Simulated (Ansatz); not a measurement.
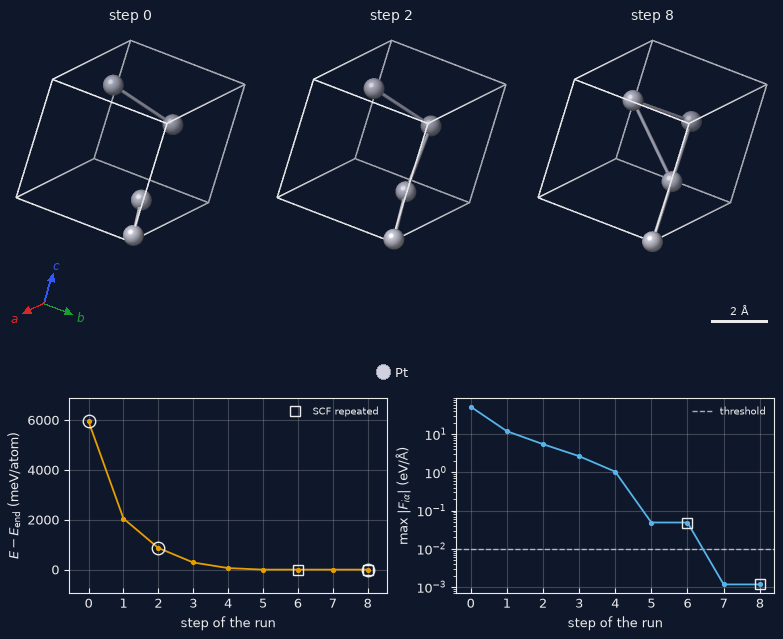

Frames of a relaxation of solid Pt (set up in P1), marked on the history of the run. A ball-and-stick model of the cell of the calculation, reduced to other axes, seen from a free direction. Lengths and directions refer to the drawn axes.

Case: all atoms moved at random, sigma 0.4 Å for each component, cell strained at random, sigma 0.03; relaxed back.

Level of theory: DFT PBEsol, scalar-relativistic, plane waves, PAW (Ansatz). Set-up: plane-wave cutoff 420 eV; k-point mesh 10 × 10 × 10; occupations gaussian; smearing width 0.15 eV; no spin polarisation; atoms relaxed in a fixed cell; force threshold 0.01 eV/Å; at most 80 steps.

Q: What happens along the run?

A: The energy falls by 5946 meV per atom in 6 accepted moves (8 points after the start). The largest force component goes from 53 to 0.0012 eV/Å. 2 steps only repeated the SCF at the same geometry. The largest move is that of a Pt atom, 0.80 Å along [−3 −1 3]. The cell stays as it was. Among the contacts that change: Pt–Pt 4.311 → 3.237 Å, Pt–Pt 1.650 → 2.693 Å, Pt–Pt 4.058 → 3.031 Å, Pt–Pt 4.226 → 3.201 Å. New bonds form, among them: Pt–Pt (3.29 → 2.69 Å), Pt–Pt (3.65 → 2.69 Å). Within 0.06 Å the space group is P1 at the start and C2/m at the end; at a tighter tolerance small leftover displacements or strains of the cell lower it. Cost: 8.5 min on 1 thread of Intel(R) Xeon(R) 6975P-C (Granite Rapids) (shared host), peak memory 1.2 GiB. From step 0 to 2: a Pt atom moves most (0.39 Å), energy −5076 meV per atom. From step 2 to 8: a Pt atom moves most (0.56 Å), energy −869 meV per atom.

```json
{"step": "0", "E − E(0), meV/atom": "0.00", "largest force component, eV/Å": "53.0180", "note": ""}
{"step": "1", "E − E(0), meV/atom": "-3894.64", "largest force component, eV/Å": "12.1053", "note": ""}
{"step": "2", "E − E(0), meV/atom": "-5076.42", "largest force component, eV/Å": "5.5219", "note": ""}
{"step": "3", "E − E(0), meV/atom": "-5659.36", "largest force component, eV/Å": "2.6766", "note": ""}
{"step": "4", "E − E(0), meV/atom": "-5883.42", "largest force component, eV/Å": "1.0513", "note": ""}
{"step": "5", "E − E(0), meV/atom": "-5945.55", "largest force component, eV/Å": "0.0489", "note": ""}
{"step": "6", "E − E(0), meV/atom": "-5945.55", "largest force component, eV/Å": "0.0489", "note": "same geometry, SCF repeated"}
{"step": "7", "E − E(0), meV/atom": "-5945.66", "largest force component, eV/Å": "0.0012", "note": ""}
{"step": "8", "E − E(0), meV/atom": "-5945.66", "largest force component, eV/Å": "0.0012", "note": "same geometry, SCF repeated"}
```
